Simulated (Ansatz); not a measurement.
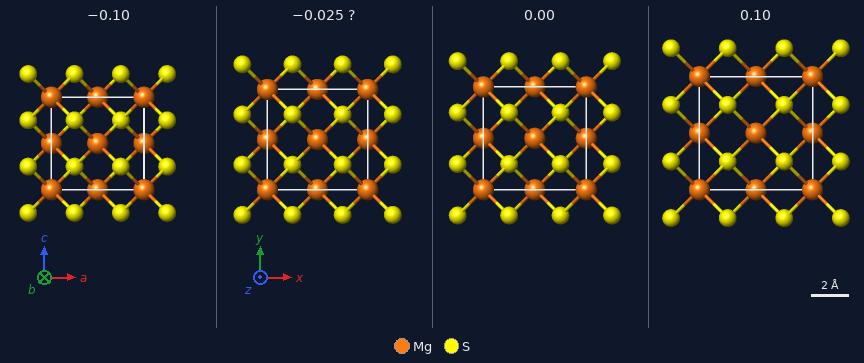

Energy scan for a crystal of MgS (F-43m), in which the cell is strained equally along x and y, with the atoms kept at their fractional coordinates. x, y and z are the Cartesian axes of the input. Style: ball-and-stick. Shown: the conventional cell (4 times the calculation's cell), along the b axis. Lengths and directions refer to the drawn axes.

Computed with DFT PBEsol, scalar-relativistic, plane waves, PAW (Ansatz). Settings: plane-wave cutoff 420 eV; k-point mesh 8 × 8 × 8; occupations gaussian; smearing width 0.05 eV; no spin polarisation. Energies (free energies at the smearing named) are counted from the cell as listed in its source, which wasn't relaxed.

```tsv
strain	ΔE (meV/atom)
−0.1000	194.6
−0.0750	101.2
−0.0500	40.5
−0.0250	?
0.0000	0.0
0.0250	13.1
0.0500	44.5
0.0750	91.5
0.0875	120.2
0.1000	152.0
```

Q: Fill in the missing row.

A: A straight line between the two neighbours gives 20.2 meV/atom. A cubic through the four nearest rows (−0.0750, −0.0500, 0.0000, 0.0250) gives, with Lagrange weights, (−0.1667)(101.2) + (0.6667)(40.5) + (0.6667)(0.0) + (−0.1667)(13.1) = 7.9 meV/atom. The calculation gives 8.0 meV/atom, so the cubic is 0.1 meV/atom too low and the straight line 12.2 meV/atom too high, as the curve bends upwards here.

The whole profile:

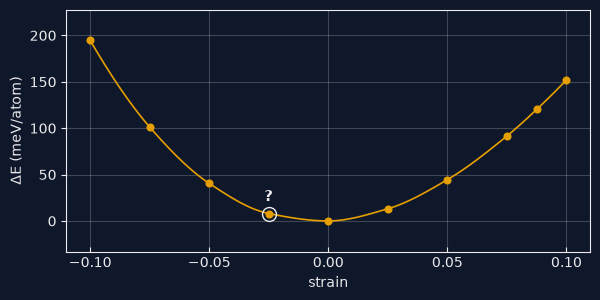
